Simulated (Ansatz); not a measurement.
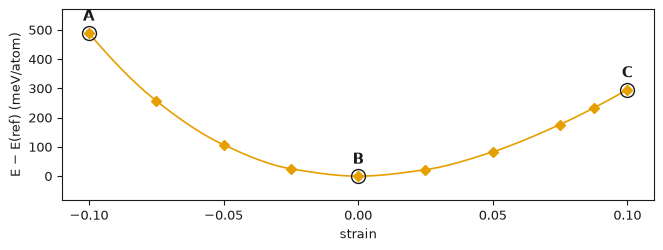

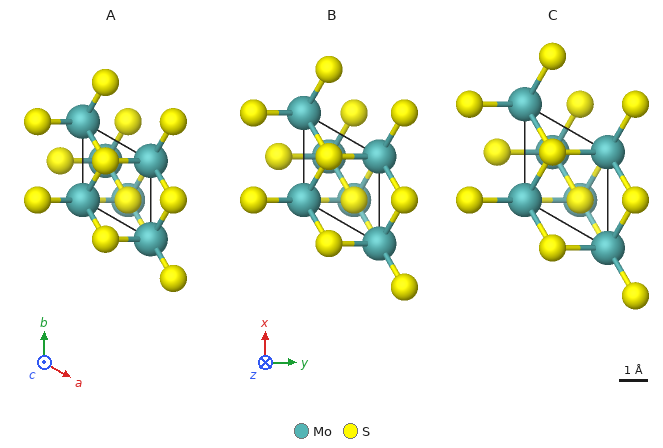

A scan of a crystal of MoS₂ (R3m): the cell is strained equally along x and y, with the atoms kept at their fractional coordinates. x, y and z are the Cartesian axes of the input. The lettered frames are marked on the plot. A ball-and-stick model of the conventional cell (3 times the calculation's cell), seen along the c axis. Lengths and directions refer to the drawn axes.

Method: Ansatz 0.2.0, DFT PBE+D3(BJ), scalar-relativistic, plane waves, PAW. Set-up: plane-wave cutoff 420 eV; k-point mesh 12 × 12 × 12; occupations gaussian; smearing width 0.05 eV; no spin polarisation. Energies (free energies at the smearing named) are counted from the relaxed crystal.

Question: What does the scan show?

Answer: Of the computed points the lowest is at the strain 0.00, 0 meV/atom. At the ends of the scan the energy is 489 meV/atom (−0.10) and 296 meV/atom (0.10). The distortion keeps the space group R3m. At the strain −0.10 the cell of the drawing goes a 3.153 → 2.838 Å, b 3.153 → 2.838 Å.
